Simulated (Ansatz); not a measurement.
System: vacancy (removed N) in GaN.

Structure:
```
CELL_PARAMETERS angstrom
3.21840 0.00000 0.00000
-1.60920 2.78720 0.00000
0.00000 0.00000 5.24320
ATOMIC_POSITIONS crystal
Ga 0.66667 0.33333 0.49910
Ga 0.33333 0.66667 0.99910
N 0.66667 0.33333 0.87590
N 0.33333 0.66667 0.37590
```

Method: charge states of a point defect in a periodic supercell, each relaxed, energies over the elements' standard states with the Fermi level at the host's valence band top, point-charge and potential alignment terms added, no band filling term, levels over that top; plane waves with PAW datasets; energies extrapolated to zero smearing (Ansatz 0.2.0). Level: PBE, allowed.

```json
{"setting": "host atoms in supercell", "value": "16"}
{"setting": "wave cutoff", "value": "420 eV"}
{"setting": "k mesh", "value": "4×4×4"}
{"setting": "occupations", "value": "Gaussian"}
{"setting": "smearing width", "value": "0.01 eV"}
{"setting": "k shift", "value": "(0, 0, 0) (mesh steps)"}
{"setting": "start displacement", "value": "0 Å"}
{"setting": "defect kind", "value": "vacancy"}
{"setting": "removed element", "value": "N"}
{"setting": "added element", "value": "none"}
{"setting": "defect place", "value": "(0.6667, 0.3333, 0.8759) (fraction of the host cell vector)"}
{"setting": "host gap", "value": "1.71 eV"}
{"setting": "static dielectric xx yy zz", "value": "(10.49, 10.49, 11.69)"}
```

What does the calculation give for the formation energy of each charge state against the Fermi level?

Charge +1 is the lowest at every Fermi level in the gap, so no transition level lies inside it. The lowest state is +1 at the valence band top, +1 at mid-gap and +1 at the conduction band bottom, 1.71 eV higher. With the Fermi level at mid-gap the formation energy is 2.3 eV against the elements' standard states.

```csv
charge,formation energy with the Fermi level at the valence band top (eV)
+2,1.77
+1,1.45
0,3.22
```

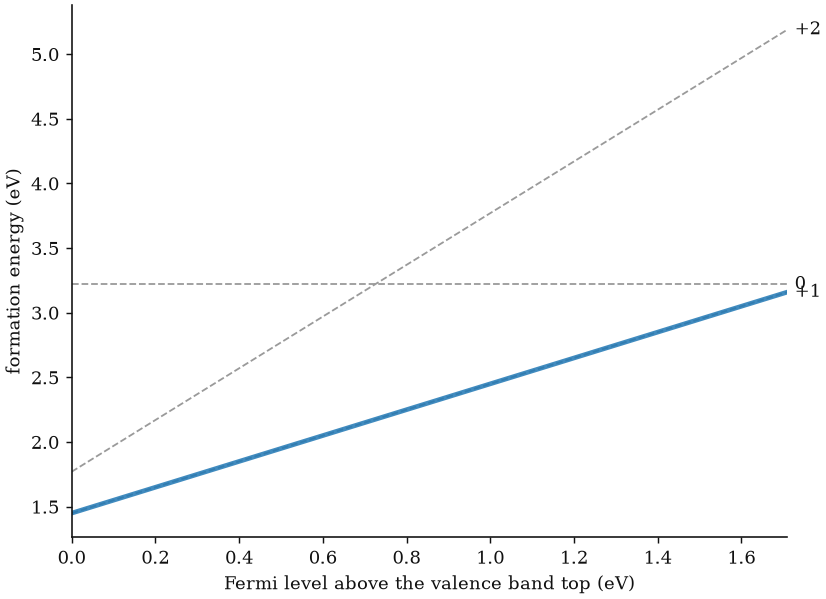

The thick line follows the lowest charge state; the axis spans the host's computed gap.

Caveats: a crossing between the sampled k points may be missed; bands overlap; charged cell in a neutralising background; coarse k mesh; fractional moment from partly filled bands; narrow smearing for a metal; potential alignment in doubt; small supercell; starting moments lost; symmetry that the supercell leaves at the site kept.
